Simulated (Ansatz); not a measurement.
In$_{15}$P$_{16}$ (cell charge −1, with a compensating background) (cell with a defect)

Input file:

```
crystal:
  lattice:
    - [-5.9597880289, 5.9597880289, 5.9597880289]
    - [5.9597880289, -5.9597880289, 5.9597880289]
    - [5.9597880289, 5.9597880289, -5.9597880289]
  atoms:
    - { symbol: In, position: [0.5, 0.7460435631, 0.7515781038] }
    - { symbol: In, position: [0.5, 0.0, 0.5] }
    - { symbol: In, position: [0.7460435631, 0.2515781038, 0.0] }
    - { symbol: In, position: [0.5, 0.2515781038, 0.2460435631] }
    - { symbol: In, position: [0.7460435631, 0.5, 0.7515781038] }
    - { symbol: In, position: [0.7484218962, 0.7484218962, 0.4944654593] }
    - { symbol: In, position: [0.0, 0.0, 0.0] }
    - { symbol: In, position: [0.7484218962, -0.0055345407, 0.2484218962] }
    - { symbol: In, position: [0.0055345407, 0.2539564369, 0.7539564369] }
    - { symbol: In, position: [0.0, 0.5, 0.5] }
    - { symbol: In, position: [0.2515781038, 0.7460435631, 0.0] }
    - { symbol: In, position: [-0.0055345407, 0.7484218962, 0.2484218962] }
    - { symbol: In, position: [0.2539564369, 0.0055345407, 0.7539564369] }
    - { symbol: In, position: [0.2539564369, 0.2539564369, 0.5055345407] }
    - { symbol: In, position: [0.2515781038, 0.5, 0.2460435631] }
    - { symbol: P, position: [0.2599693459, 0.5, 0.0], spin: 0.5 }
    - { symbol: P, position: [0.2509367629, 0.7510602404, 0.7509367629] }
    - { symbol: P, position: [0.2489397596, -0.0001234774, 0.4998765226] }
    - { symbol: P, position: [0.5, 0.2599693459, 0.0], spin: 0.5 }
    - { symbol: P, position: [0.2509367629, 0.2509367629, 0.2510602404] }
    - { symbol: P, position: [0.5, 0.5, 0.7599693459], spin: 0.5 }
    - { symbol: P, position: [0.5, 0.7490632371, 0.5001234774] }
    - { symbol: P, position: [0.7490632371, 0.0001234774, 0.0] }
    - { symbol: P, position: [0.5, 0.0001234774, 0.2490632371] }
    - { symbol: P, position: [0.7510602404, 0.2509367629, 0.7509367629] }
    - { symbol: P, position: [0.7490632371, 0.5, 0.5001234774] }
    - { symbol: P, position: [0.0001234774, 0.7490632371, 0.0] }
    - { symbol: P, position: [0.7400306541, 0.7400306541, 0.2400306541], spin: 0.5 }
    - { symbol: P, position: [-0.0001234774, -0.0001234774, 0.7489397596] }
    - { symbol: P, position: [-0.0001234774, 0.2489397596, 0.4998765226] }
    - { symbol: P, position: [0.0001234774, 0.5, 0.2490632371] }
  host:
    lattice:
      - [0.0, 2.9798940145, 2.9798940145]
      - [2.9798940145, 0.0, 2.9798940145]
      - [2.9798940145, 2.9798940145, 0.0]
    atoms:
      - { symbol: In, position: [0.0, 0.0, 0.0] }
      - { symbol: P, position: [0.25, 0.25, 0.25] }
total_charge: -1
basis:
  ecutwfc: 420
  xc_grid: 2
kpoints:
  mp_grid: { grid: [2, 2, 2], shift: [0.5, 0.5, 0.5] }
hamiltonian:
  xc: pbe
scf:
  occupations: { method: gaussian, width: 0.02 }
output:
  forces: true
  stress: false
  eigenvalues: true
  populations: true
  charged_corrections:
    defect_position: [0.5, 0.5, 0.0]
    epsilon: [[15.0794, 0.0, 0.0], [0.0, 15.0794, 0.0], [0.0, 0.0, 15.0794]]
  write_density: true
  write_potential: true
  elf: true
  volumetric_format: npy
magnetization:
  spin_polarized: true
relax:
  adjacent_minimum: "off"
  f_tol: 0.025
  max_steps: 45
```

Launched as:

```sh
ansatz run input.yaml --threads 4 --pin off --max-ram 6144MiB --backend cpu --events-out ev --progress --plain --runs-dir out
```

The fields are those of the relaxed geometry.

Spin-polarised.

All numbers below come from Ansatz 0.2.0, DFT PBE, scalar-relativistic, plane waves, PAW.

> What can the converged valence pseudo-density and electron localisation function tell about the bonding?

In–P (2.59 Å): the density is about 0.42 e/Å³ at the midpoint; the ELF peaks at about 0.90 in the valence shell of P, 0.9 Å from its nucleus, and is about 0.55 at the midpoint.
In–P (2.59 Å): the density is about 0.42 e/Å³ at the midpoint; the ELF peaks at about 0.90 in the valence shell of P, 0.9 Å from its nucleus, and is about 0.55 at the midpoint.

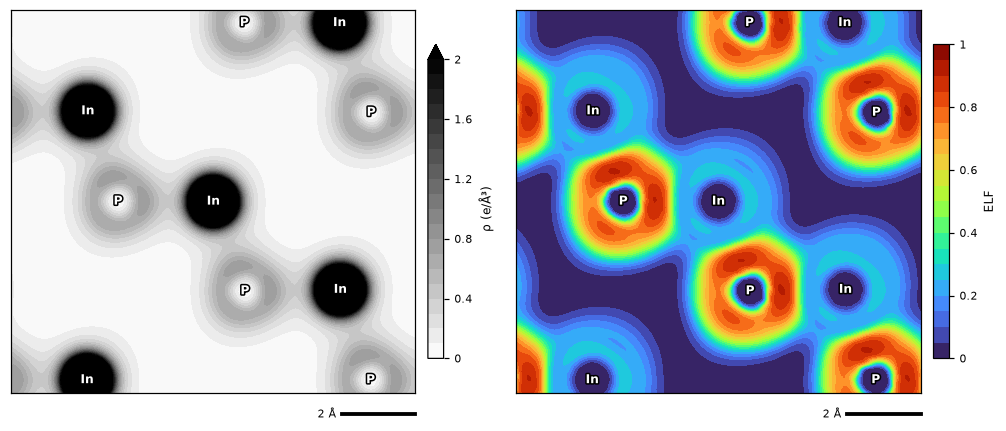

Computed valence pseudo-density and electron localisation function on the (100) plane of the calculation cell, in this order. 

The density is the valence pseudo-density of a PAW calculation; it isn't the true density close to the nuclei.
